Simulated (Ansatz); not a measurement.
## Geometry relaxation of Si48C47 (part 1 of 2)

Si48C47 (defect cell, 95 atoms in the cell), computed with DFT, PBEsol, PAW, plane waves (Ansatz 0.2.0).

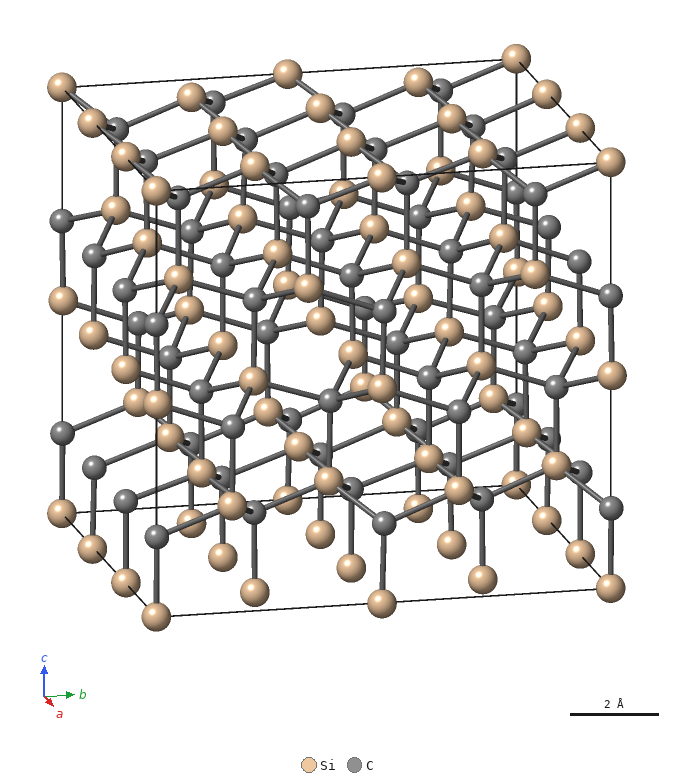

*The starting structure (ball-and-stick view of the cell of the calculation, seen slightly off an axis).*

Near neighbours in the crystal (not all of them lie inside the picture): Si has 4 C at 1.81 to 1.97 Å; Si has 3 C at 1.86 to 1.92 Å; C has 4 Si at 1.81 to 1.97 Å.

**Input file**
```yaml
crystal:
  lattice:
    - [9.234204, 0.000000, 0.000000]
    - [0.000000, 10.662740, 0.000000]
    - [0.000000, 0.000000, 10.075947]
  atoms:
    - { symbol: Si, position: [0.996070, 0.003388, 0.498916] }
    - { symbol: Si, position: [0.332765, 0.000051, 0.500188] }
    - { symbol: Si, position: [0.163143, 0.245996, 0.501247] }
    - { symbol: Si, position: [0.999147, 0.496728, 0.503121] }
    - { symbol: Si, position: [0.666704, 0.002132, 0.500607] }
    - { symbol: Si, position: [0.500861, 0.249751, 0.499837] }
    - { symbol: Si, position: [0.333334, 0.499772, 0.499924] }
    - { symbol: Si, position: [0.170708, 0.748385, 0.496813] }
    - { symbol: Si, position: [0.833908, 0.247984, 0.497525] }
    - { symbol: Si, position: [0.666384, 0.501971, 0.502549] }
    - { symbol: Si, position: [0.503128, 0.747303, 0.498991] }
    - { symbol: Si, position: [0.832640, 0.749946, 0.499288] }
    - { symbol: Si, position: [0.999580, 0.166717, 0.250151] }
    - { symbol: Si, position: [0.334554, 0.166869, 0.249203] }
    - { symbol: Si, position: [0.165780, 0.418932, 0.251232] }
    - { symbol: Si, position: [0.998272, 0.666227, 0.252505] }
    - { symbol: Si, position: [0.665035, 0.169249, 0.246197] }
    - { symbol: Si, position: [0.497696, 0.417627, 0.249858] }
    - { symbol: Si, position: [0.333352, 0.667405, 0.251601] }
    - { symbol: Si, position: [0.167828, 0.914563, 0.249583] }
    - { symbol: Si, position: [0.834923, 0.413557, 0.251636] }
    - { symbol: Si, position: [0.667287, 0.668688, 0.246702] }
    - { symbol: Si, position: [0.500622, 0.918529, 0.250136] }
    - { symbol: Si, position: [0.833734, 0.914827, 0.253939] }
    - { symbol: Si, position: [0.168345, 0.083344, 0.747773] }
    - { symbol: Si, position: [0.001663, 0.334159, 0.750378] }
    - { symbol: Si, position: [0.495886, 0.084308, 0.750542] }
    - { symbol: Si, position: [0.332316, 0.328152, 0.751151] }
    - { symbol: Si, position: [0.167254, 0.585141, 0.750924] }
    - { symbol: Si, position: [0.999883, 0.833320, 0.749126] }
    - { symbol: Si, position: [0.832940, 0.083491, 0.747444] }
    - { symbol: Si, position: [0.665387, 0.335954, 0.749500] }
    - { symbol: Si, position: [0.501079, 0.582874, 0.751343] }
    - { symbol: Si, position: [0.332630, 0.830327, 0.746983] }
    - { symbol: Si, position: [0.838498, 0.584034, 0.752112] }
    - { symbol: Si, position: [0.672032, 0.832232, 0.754257] }
    - { symbol: Si, position: [0.998572, 0.999866, 0.000287] }
    - { symbol: Si, position: [0.333784, 0.997264, 0.998186] }
    - { symbol: Si, position: [0.167762, 0.249868, 0.000978] }
    - { symbol: Si, position: [0.000938, 0.496069, 0.998487] }
    - { symbol: Si, position: [0.667630, 0.001755, 0.000069] }
    - { symbol: Si, position: [0.498471, 0.250270, 0.001903] }
    - { symbol: Si, position: [0.339475, 0.497983, 0.000460] }
    - { symbol: Si, position: [0.163778, 0.750181, 0.001687] }
    - { symbol: Si, position: [0.832172, 0.251263, 0.000570] }
    - { symbol: Si, position: [0.665382, 0.498283, 0.000552] }
    - { symbol: Si, position: [0.499949, 0.753498, 0.998008] }
    - { symbol: Si, position: [0.833282, 0.752705, 0.997014] }
    - { symbol: C, position: [0.001025, 0.000640, 0.188336] }
    - { symbol: C, position: [0.335162, 0.001365, 0.188823] }
    - { symbol: C, position: [0.164945, 0.248600, 0.186088] }
    - { symbol: C, position: [0.997447, 0.501738, 0.185344] }
    - { symbol: C, position: [0.663725, 0.002419, 0.189878] }
    - { symbol: C, position: [0.500237, 0.247444, 0.188332] }
    - { symbol: C, position: [0.334712, 0.499965, 0.186055] }
    - { symbol: C, position: [0.168123, 0.747392, 0.185605] }
    - { symbol: C, position: [0.834847, 0.248904, 0.188647] }
    - { symbol: C, position: [0.667901, 0.498051, 0.186138] }
    - { symbol: C, position: [0.493727, 0.750115, 0.184717] }
    - { symbol: C, position: [0.832578, 0.750880, 0.185586] }
    - { symbol: C, position: [0.999846, 0.999366, 0.686867] }
    - { symbol: C, position: [0.332676, 0.001814, 0.685633] }
    - { symbol: C, position: [0.167025, 0.250198, 0.685933] }
    - { symbol: C, position: [0.999478, 0.501544, 0.684365] }
    - { symbol: C, position: [0.664516, 0.999983, 0.685444] }
    - { symbol: C, position: [0.498230, 0.249876, 0.687699] }
    - { symbol: C, position: [0.333921, 0.503216, 0.688675] }
    - { symbol: C, position: [0.167301, 0.750845, 0.686578] }
    - { symbol: C, position: [0.831355, 0.251291, 0.687204] }
    - { symbol: C, position: [0.667785, 0.498288, 0.687885] }
    - { symbol: C, position: [0.499994, 0.751823, 0.686560] }
    - { symbol: C, position: [0.831584, 0.750491, 0.688689] }
    - { symbol: C, position: [0.000659, 0.167908, 0.435441] }
    - { symbol: C, position: [0.334059, 0.167625, 0.436090] }
    - { symbol: C, position: [0.165964, 0.416182, 0.438630] }
    - { symbol: C, position: [0.002598, 0.665084, 0.438165] }
    - { symbol: C, position: [0.669489, 0.166694, 0.437835] }
    - { symbol: C, position: [0.331058, 0.668439, 0.436480] }
    - { symbol: C, position: [0.167227, 0.915055, 0.439646] }
    - { symbol: C, position: [0.829970, 0.417871, 0.438492] }
    - { symbol: C, position: [0.672780, 0.667705, 0.437813] }
    - { symbol: C, position: [0.500058, 0.914734, 0.439244] }
    - { symbol: C, position: [0.832202, 0.914932, 0.437555] }
    - { symbol: C, position: [0.167401, 0.085600, 0.936536] }
    - { symbol: C, position: [0.000181, 0.332861, 0.942150] }
    - { symbol: C, position: [0.496948, 0.081059, 0.941482] }
    - { symbol: C, position: [0.335577, 0.334099, 0.936463] }
    - { symbol: C, position: [0.168514, 0.583386, 0.938046] }
    - { symbol: C, position: [0.999624, 0.833588, 0.936685] }
    - { symbol: C, position: [0.837336, 0.081318, 0.939084] }
    - { symbol: C, position: [0.668748, 0.331775, 0.936208] }
    - { symbol: C, position: [0.500734, 0.585115, 0.936454] }
    - { symbol: C, position: [0.337825, 0.834900, 0.934414] }
    - { symbol: C, position: [0.832996, 0.586064, 0.939235] }
    - { symbol: C, position: [0.668507, 0.836360, 0.937983] }
  symmetry: { detect: false }
kpoints:
  mp_grid: { grid: [1, 1, 1], shift: [0.25, 0.25, 0.25] }
hamiltonian:
  xc: pbesol
scf:
  occupations: { method: fermi_dirac, width: 0.01 }
relax:
  f_tol: 0.03
  max_steps: 80
  escape_saddle: false
  adjacent_minimum: "off"
output:
  forces: true
  eigenvalues: true
  populations: true
```

Machine: 1 × NVIDIA GB300 Max-Q, 32 threads of Arm Neoverse-V2, 180 GiB of memory available, shared host.

Launched with:
```bash
ansatz run in.yaml --threads 32 --pin off --max-ram 171000MiB --runs-dir r --events-out ev --progress --plain --backend cuda --devices 0,
```

**Log**
```
Pseudopotentials: kind: paw
Functional definition: PBEsol
  exchange = pbesol_x
  correlation = pbesol_c
Crystal: 95 atoms, lattice volume = 992.097 Å³
Basis set: ecut = 420 eV, 19405 PW (Γ), exchange–correlation on 128×144×144 points (8 copies of the dense FFT grid, shifted against one another)
Bands: 285, of which v1, the nominal top of the filled ones, is band 190 counted from 1 (189 counted from 0)
Symmetry: 1 space group operations
k-points: 1
Non-local potential: Si, projectors of the file, l = 0: 2, l = 1: 2, l = 2: 2
Non-local potential: C, projectors of the file, l = 0: 2, l = 1: 2, l = 2: 1
PAW form: soft (Blöchl's): semilocal exchange-correlation on the pseudo side does not see the compensation charge
PAW frozen core: Si, regenerated for the run's functional, and the local potential with it (the file was generated under x = pbe(κ = 0.804, μ = 0.2195149727645171), c = pbe(β = 0.06672455060314922))
PAW frozen core: C, regenerated for the run's functional, and the local potential with it (the file was generated under x = pbe(κ = 0.804, μ = 0.2195149727645171), c = pbe(β = 0.06672455060314922))
PAW one-centre angular grid: Si, 110 points (default); XC on 64 Gauss nodes
PAW one-centre angular grid: C, 110 points (default); XC on 64 Gauss nodes
Initial density: superposition of atomic densities (neutral atoms: chi_scale 0, normalization atom), corrected by the library's trained network
Initial wavefunctions: pseudopotential atomic-orbital guess
Functional: x = pbesol(κ = 0.804, μ = 0.12345679012345678), c = pbesol(β = 0.046)
SCF iter   1: F=—  HF=-41445.568869 eV  |F-HF|=—  |Δ(HF+E_count)|=         —  Δρ=1.08e-2  dr2=1.91e0  ethr=1.77e-3  ⟨swp⟩=6.0  Hψ=1321  notcnv=0  defer=42
preconditioner: auto → Resta (q_TF=auto, 2.325 Å⁻¹)  ε∞=4.9  [insulator: Δε(μ)=0.186 eV  Ē_g=11.677 eV  σ=0.010 eV  W_gap=1.00  n_scr=218 (ndim 8)  ℏωp=23.0 eV  f_vac=0.000  D(μ)=0.04/eV (n_scr^D=0)  ε∞_Penn≈4.9]
SCF iter   2: F=—  HF=-41445.151859 eV  |F-HF|=—  |Δ(HF+E_count)|=   4.17e-1  Δρ=4.00e-3  dr2=2.29e-1  ethr=5.01e-4  ⟨swp⟩=2.0  Hψ=331  notcnv=0  defer=86
SCF iter   3: F=—  HF=-41445.102115 eV  |F-HF|=—  |Δ(HF+E_count)|=   4.97e-2  Δρ=3.04e-3  dr2=2.30e-1  ethr=6.03e-5  ⟨swp⟩=3.0  Hψ=394  notcnv=0  defer=88
SCF iter   4: F=—  HF=-41445.101174 eV  |F-HF|=—  |Δ(HF+E_count)|=   9.41e-4  Δρ=2.64e-3  dr2=1.16e-1  ethr=6.03e-5  ⟨swp⟩=2.0  Hψ=200  notcnv=0  defer=88
SCF iter   5: F=—  HF=-41445.090650 eV  |F-HF|=—  |Δ(HF+E_count)|=   1.05e-2  Δρ=1.13e-3  dr2=1.85e-2  ethr=3.05e-5  ⟨swp⟩=1.0  Hψ=197  notcnv=0  defer=88
SCF iter   6: F=—  HF=-41445.095957 eV  |F-HF|=—  |Δ(HF+E_count)|=   5.31e-3  Δρ=1.70e-3  dr2=7.57e-2  ethr=4.86e-6  ⟨swp⟩=2.0  Hψ=287  notcnv=0  defer=88
SCF iter   7: F=—  HF=-41445.093871 eV  |F-HF|=—  |Δ(HF+E_count)|=   2.09e-3  Δρ=5.13e-4  dr2=6.46e-3  ethr=4.86e-6  ⟨swp⟩=2.0  Hψ=199  notcnv=0  defer=88
SCF iter   8: F=—  HF=-41445.093975 eV  |F-HF|=—  |Δ(HF+E_count)|=   1.04e-4  Δρ=6.83e-4  dr2=1.23e-2  ethr=1.70e-6  ⟨swp⟩=1.0  Hψ=197  notcnv=0  defer=88
SCF iter   9: F=—  HF=-41445.093557 eV  |F-HF|=—  |Δ(HF+E_count)|=   4.19e-4  Δρ=4.08e-5  dr2=4.05e-5  ethr=1.70e-6  ⟨swp⟩=2.0  Hψ=198  notcnv=0  defer=88
SCF iter  10: F=-41445.093554 eV  HF=-41445.093554 eV  |F-HF|=6.05e-7  |Δ(HF+E_count)|=   2.08e-6  Δρ=8.43e-6  dr2=1.09e-6  ethr=5.92e-9  ⟨swp⟩=13.0  Hψ=1556  notcnv=0
SCF 1 converged in 10 iterations: F = -41445.093554 eV  dr2 = 1.09e-6
  greatest PAW one-centre occupation: 0.649 electrons in one spin orbital (limit 2), on the C atom at site 77 (counted from 0), in its partial waves of l = 0
relax step   1: F+E_penalty+E_count = -41445.09355387 eV  Δ(F+E_penalty+E_count) = +0.000e0 eV  max|allowed force component| = 1.648e0 eV/Å  Δτ_max = 0.0000 Å  (10 SCF iters, dr2 threshold 2.25e-5 eV, accepted)
Initial density: handed on by an earlier stage of this run
Initial wavefunctions: those handed on with the density
iter 1 solved again at ethr=1.27e-4 eV; its pass at ethr=3.10e-3 eV (dr2=4.84e-1 eV) is discarded
SCF iter   1: F=—  HF=-41446.311734 eV  |F-HF|=—  |Δ(HF+E_count)|=         —  Δρ=6.12e-3  dr2=4.89e-1  ethr=1.27e-4  ⟨swp⟩=1.0  Hψ=850  notcnv=0  defer=87
preconditioner: auto → Resta (q_TF=auto, 2.325 Å⁻¹)  ε∞=4.8  [insulator: Δε(μ)=0.171 eV  Ē_g=11.752 eV  σ=0.010 eV  W_gap=1.00  n_scr=218 (ndim 8)  ℏωp=23.0 eV  f_vac=0.000  D(μ)=0.08/eV (n_scr^D=0)  ε∞_Penn≈4.8]
SCF iter   2: F=—  HF=-41446.201657 eV  |F-HF|=—  |Δ(HF+E_count)|=   1.10e-1  Δρ=3.01e-3  dr2=1.14e-1  ethr=1.27e-4  ⟨swp⟩=3.0  Hψ=347  notcnv=0  defer=87
SCF iter   3: F=—  HF=-41446.173852 eV  |F-HF|=—  |Δ(HF+E_count)|=   2.78e-2  Δρ=1.34e-3  dr2=4.01e-2  ethr=3.00e-5  ⟨swp⟩=3.0  Hψ=328  notcnv=0  defer=87
SCF iter   4: F=—  HF=-41446.175948 eV  |F-HF|=—  |Δ(HF+E_count)|=   2.10e-3  Δρ=4.55e-4  dr2=3.99e-3  ethr=1.06e-5  ⟨swp⟩=2.0  Hψ=288  notcnv=0  defer=87
SCF iter   5: F=—  HF=-41446.175898 eV  |F-HF|=—  |Δ(HF+E_count)|=   5.01e-5  Δρ=3.32e-4  dr2=2.19e-3  ethr=1.05e-6  ⟨swp⟩=2.0  Hψ=199  notcnv=0  defer=87
SCF iter   6: F=—  HF=-41446.175684 eV  |F-HF|=—  |Δ(HF+E_count)|=   2.13e-4  Δρ=1.19e-4  dr2=2.95e-4  ethr=5.75e-7  ⟨swp⟩=2.0  Hψ=199  notcnv=0  defer=87
SCF iter   7: F=-41446.175651 eV  HF=-41446.175654 eV  |F-HF|=3.05e-6  |Δ(HF+E_count)|=   3.02e-5  Δρ=1.55e-5  dr2=4.63e-6  ethr=2.63e-8  ⟨swp⟩=12.0  Hψ=1536  notcnv=0
relax step   2: F+E_penalty+E_count = -41446.17565117 eV  Δ(F+E_penalty+E_count) = -1.082e0 eV  max|allowed force component| = 1.006e0 eV/Å  Δτ_max = 0.0587 Å  (7 SCF iters, dr2 threshold 1.00e-4 eV, accepted)
preconditioner: auto → Resta (q_TF=auto, 2.325 Å⁻¹)  ε∞=4.8  [insulator: Δε(μ)=0.758 eV  Ē_g=11.734 eV  σ=0.010 eV  W_gap=1.00  n_scr=218 (ndim 8)  ℏωp=23.0 eV  f_vac=0.000  D(μ)=0.00/eV (n_scr^D=0)  ε∞_Penn≈4.8]
relax step   3: F+E_penalty+E_count = -41446.65719918 eV  Δ(F+E_penalty+E_count) = -4.815e-1 eV  max|allowed force component| = 9.860e-1 eV/Å  Δτ_max = 0.2000 Å  (5 SCF iters, dr2 threshold 6.32e-5 eV, accepted)
preconditioner: auto → Resta (q_TF=auto, 2.325 Å⁻¹)  ε∞=4.8  [insulator: Δε(μ)=1.013 eV  Ē_g=11.725 eV  σ=0.010 eV  W_gap=1.00  n_scr=218 (ndim 8)  ℏωp=23.0 eV  f_vac=0.000  D(μ)=0.00/eV (n_scr^D=0)  ε∞_Penn≈4.8]
relax step   4: F+E_penalty+E_count = -41446.83120510 eV  Δ(F+E_penalty+E_count) = -1.740e-1 eV  max|allowed force component| = 9.640e-1 eV/Å  Δτ_max = 0.2000 Å  (5 SCF iters, dr2 threshold 1.00e-4 eV, accepted)
preconditioner: auto → Resta (q_TF=auto, 2.325 Å⁻¹)  ε∞=4.8  [insulator: Δε(μ)=0.945 eV  Ē_g=11.734 eV  σ=0.010 eV  W_gap=1.00  n_scr=218 (ndim 8)  ℏωp=23.0 eV  f_vac=0.000  D(μ)=0.00/eV (n_scr^D=0)  ε∞_Penn≈4.8]
relax step   5: F+E_penalty+E_count = -41446.94038180 eV  Δ(F+E_penalty+E_count) = -1.092e-1 eV  max|allowed force component| = 2.414e-1 eV/Å  Δτ_max = 0.0791 Å  (4 SCF iters, dr2 threshold 1.00e-4 eV, accepted)
preconditioner: auto → Resta (q_TF=auto, 2.325 Å⁻¹)  ε∞=4.8  [insulator: Δε(μ)=1.658 eV  Ē_g=11.726 eV  σ=0.010 eV  W_gap=1.00  n_scr=218 (ndim 8)  ℏωp=23.0 eV  f_vac=0.000  D(μ)=0.00/eV (n_scr^D=0)  ε∞_Penn≈4.8]
SCF iter   6: F=-41446.651532 eV  HF=-41446.651533 eV  |F-HF|=9.05e-7  |Δ(HF+E_count)|=   2.47e-7  Δρ=1.14e-5  dr2=1.65e-6  ethr=9.62e-10  ⟨swp⟩=16.0  Hψ=1621  notcnv=0
SCF 6 converged in 6 iterations: F = -41446.651532 eV  dr2 = 1.65e-6
  greatest PAW one-centre occupation: 0.650 electrons in one spin orbital (limit 2), on the C atom at site 53 (counted from 0), in its partial waves of l = 0
relax step   6: F+E_penalty+E_count = -41446.65153178 eV  Δ(F+E_penalty+E_count) = +2.889e-1 eV  max|allowed force component| = 1.075e0 eV/Å  Δτ_max = 0.1988 Å  (6 SCF iters, dr2 threshold 3.66e-6 eV, rejected (line search))
SCF iter   1: F=—  HF=-41447.050418 eV  |F-HF|=—  |Δ(HF+E_count)|=         —  Δρ=5.70e-3  dr2=2.97e-1  ethr=7.94e-4  ⟨swp⟩=4.0  Hψ=670  notcnv=0  defer=86
preconditioner: auto → Resta (q_TF=auto, 2.325 Å⁻¹)  ε∞=4.8  [insulator: Δε(μ)=1.053 eV  Ē_g=11.729 eV  σ=0.010 eV  W_gap=1.00  n_scr=218 (ndim 8)  ℏωp=23.0 eV  f_vac=0.000  D(μ)=0.00/eV (n_scr^D=0)  ε∞_Penn≈4.8]
SCF iter   2: F=—  HF=-41446.979839 eV  |F-HF|=—  |Δ(HF+E_count)|=   7.06e-2  Δρ=2.86e-3  dr2=6.35e-2  ethr=7.83e-5  ⟨swp⟩=2.0  Hψ=337  notcnv=0  defer=87
SCF iter   3: F=—  HF=-41446.961531 eV  |F-HF|=—  |Δ(HF+E_count)|=   1.83e-2  Δρ=6.96e-4  dr2=4.40e-3  ethr=1.67e-5  ⟨swp⟩=2.0  Hψ=349  notcnv=0  defer=87
SCF iter   4: F=—  HF=-41446.959417 eV  |F-HF|=—  |Δ(HF+E_count)|=   2.11e-3  Δρ=1.47e-4  dr2=1.84e-4  ethr=1.16e-6  ⟨swp⟩=2.0  Hψ=367  notcnv=0  defer=87
SCF iter   5: F=—  HF=-41446.961951 eV  |F-HF|=—  |Δ(HF+E_count)|=   2.53e-3  Δρ=2.69e-5  dr2=7.85e-6  ethr=4.83e-8  ⟨swp⟩=2.0  Hψ=376  notcnv=0  defer=87
SCF iter   6: F=—  HF=-41446.963131 eV  |F-HF|=—  |Δ(HF+E_count)|=   1.18e-3  Δρ=8.66e-6  dr2=8.27e-7  ethr=2.07e-9  ⟨swp⟩=2.0  Hψ=388  notcnv=0  defer=87
SCF iter   7: F=-41446.963131 eV  HF=-41446.963131 eV  |F-HF|=3.14e-8  |Δ(HF+E_count)|=   5.05e-8  Δρ=2.46e-6  dr2=7.05e-8  ethr=2.63e-11  ⟨swp⟩=13.0  Hψ=1539  notcnv=0
SCF 7 converged in 7 iterations: F = -41446.963131 eV  dr2 = 7.05e-8
  greatest PAW one-centre occupation: 0.649 electrons in one spin orbital (limit 2), on the C atom at site 53 (counted from 0), in its partial waves of l = 0
relax step   7: F+E_penalty+E_count = -41446.96313133 eV  Δ(F+E_penalty+E_count) = -2.275e-2 eV  max|allowed force component| = 7.290e-2 eV/Å  Δτ_max = 0.0418 Å  (7 SCF iters, accepted)
SCF iter   1: F=—  HF=-41446.965146 eV  |F-HF|=—  |Δ(HF+E_count)|=         —  Δρ=6.63e-4  dr2=5.03e-3  ethr=8.55e-6  ⟨swp⟩=3.0  Hψ=727  notcnv=0  defer=87
preconditioner: auto → Resta (q_TF=auto, 2.325 Å⁻¹)  ε∞=4.8  [insulator: Δε(μ)=1.109 eV  Ē_g=11.730 eV  σ=0.010 eV  W_gap=1.00  n_scr=218 (ndim 8)  ℏωp=23.0 eV  f_vac=0.000  D(μ)=0.00/eV (n_scr^D=0)  ε∞_Penn≈4.8]
SCF iter   2: F=—  HF=-41446.964094 eV  |F-HF|=—  |Δ(HF+E_count)|=   1.05e-3  Δρ=3.02e-4  dr2=7.61e-4  ethr=1.32e-6  ⟨swp⟩=2.0  Hψ=329  notcnv=0  defer=87
SCF iter   3: F=—  HF=-41446.962427 eV  |F-HF|=—  |Δ(HF+E_count)|=   1.67e-3  Δρ=9.66e-5  dr2=7.88e-5  ethr=2.00e-7  ⟨swp⟩=2.0  Hψ=341  notcnv=0  defer=87
SCF iter   4: F=—  HF=-41446.965071 eV  |F-HF|=—  |Δ(HF+E_count)|=   2.64e-3  Δρ=1.78e-5  dr2=3.03e-6  ethr=2.07e-8  ⟨swp⟩=2.0  Hψ=349  notcnv=0  defer=87
SCF iter   5: F=—  HF=-41446.965071 eV  |F-HF|=—  |Δ(HF+E_count)|=   2.48e-7  Δρ=4.09e-6  dr2=1.65e-7  ethr=7.98e-10  ⟨swp⟩=2.0  Hψ=378  notcnv=0  defer=87
SCF iter   6: F=-41446.965071 eV  HF=-41446.965071 eV  |F-HF|=6.28e-9  |Δ(HF+E_count)|=   1.27e-9  Δρ=1.15e-6  dr2=1.39e-8  ethr=2.63e-11  ⟨swp⟩=11.0  Hψ=1369  notcnv=0
SCF 8 converged in 6 iterations: F = -41446.965071 eV  dr2 = 1.39e-8
relax step   8: F+E_penalty+E_count = -41446.96507110 eV  Δ(F+E_penalty+E_count) = -1.940e-3 eV  max|allowed force component| = 2.762e-2 eV/Å  Δτ_max = 0.0169 Å  (6 SCF iters, accepted)
```

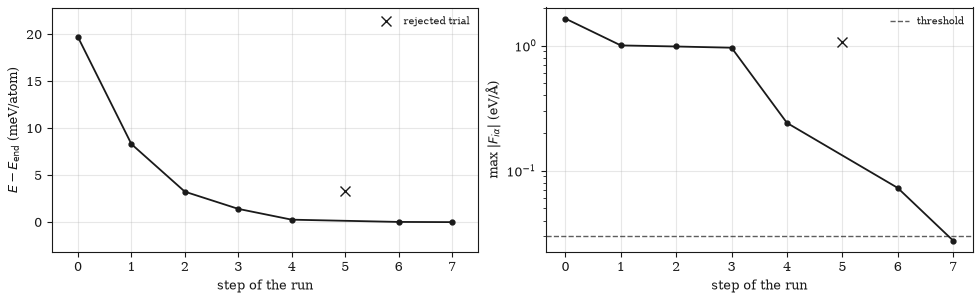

*Progress of the relaxation, step by step (the first geometry is step 0 here and step 1 in the log).*

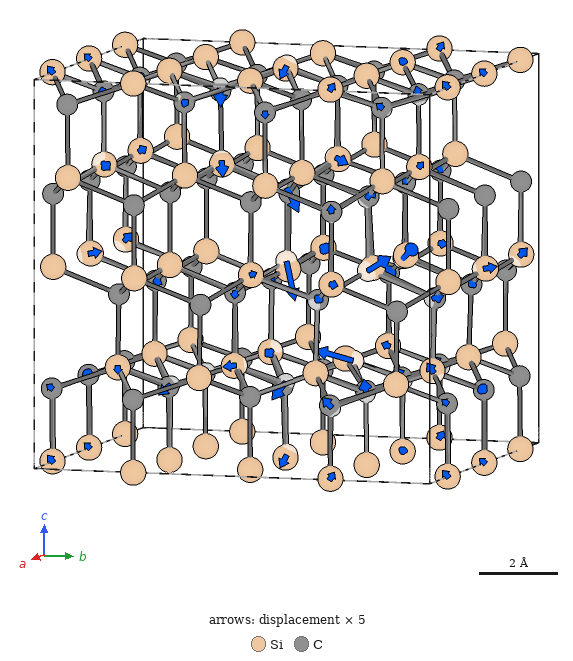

*Start (faint) and end (solid) with the displacements as blue arrows, magnified 5 times (ball-and-stick view of the cell of the calculation (origin shifted), seen slightly off an axis).*

The largest moves, 0.21 Å, are those of Si6 and Si18. Largest moves by element: Si 0.21 Å, C 0.15 Å. The cell doesn't change. Distances before and after: Si10–C80 1.872 → 1.990 Å, Si28–C67 1.970 → 1.876 Å, Si6–C66 1.893 → 1.976 Å, Si44–C93 1.964 → 1.886 Å. Among the angles that change: C55–Si18–C58 109.9° → 102.7°, Si18–C58–Si22 108.5° → 114.6°, C67–Si7–C78 108.5° → 113.9°. Over 7 geometry steps the energy falls by 19.7 meV per atom. Largest force component: 1.6 eV/Å at the start, 0.028 eV/Å at the end. The line search rejected the trial step at point 5 (counted from 0) and went back. (Atoms are counted from 1 in the order of the input.)
